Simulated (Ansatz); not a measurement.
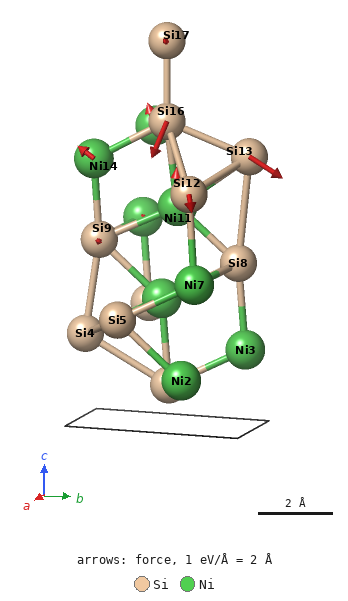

Starting geometry of a slab of composition Si9Ni8 (cut from the Pmmn phase) with the computed forces as red arrows. The picture is a ball-and-stick view of the cell of the calculation, outlined in the plane, without the vacuum (origin shifted), seen slightly off an axis.

Case: Si put at a top Si site. The slab is the (1 1 1) face of SiNi with Si on it. 8 atoms are held fixed.

All numbers below come from DFT PBE, scalar-relativistic, plane waves, PAW (Ansatz). Set-up: plane-wave cutoff 420 eV; k-point mesh 7 × 6 × 1; occupations gaussian; smearing width 0.1 eV; no spin polarisation; dipole correction; atoms relaxed in a fixed cell; force threshold 0.03 eV/Å; at most 70 steps.

What follows when this structure is relaxed?

Answer. It isn't relaxed: the largest force vector, on Si atoms, is 0.55 eV/Å. The final displacements have little in common with the starting forces (cosine between the two patterns 0.11). The energy falls by 1.862 eV per cell of the calculation in 20 accepted moves (21 points after the start). Largest force component: 0.55 eV/Å at the start, 0.015 eV/Å at the end. The line search rejected the trial step at point 19 of the run. The atom that moves furthest is a Si atom (3.39 Å at 68° to the normal (−c side)). Largest moves by element: Si 3.39 Å, Ni 0.17 Å. The lattice vectors keep their values. Among the contacts that change: Si–Si 6.037 → 2.521 Å, Si–Si 4.946 → 2.442 Å, Ni–Si 3.873 → 2.410 Å, Si–Si 2.220 → 3.375 Å. New bonds form, among them: Si–Si (6.04 → 2.52 Å). Bonds break, among them: Si–Si (2.22 → 3.38 Å). Bond angles that change, for instance: Si–Ni–Si 125.5° → 114.0°, Si–Ni–Si 167.7° → 178.0°, Si–Ni–Si 100.3° → 90.1°. Cost: 25 min on 4 threads of Arm Neoverse V1, on a shared host, peak memory 2.2 GiB.

Limits of the set-up: the periodic images lie only 4.5 Å apart, so the values are limited by the cell's size; an element that often carries a moment was run without spin polarisation.
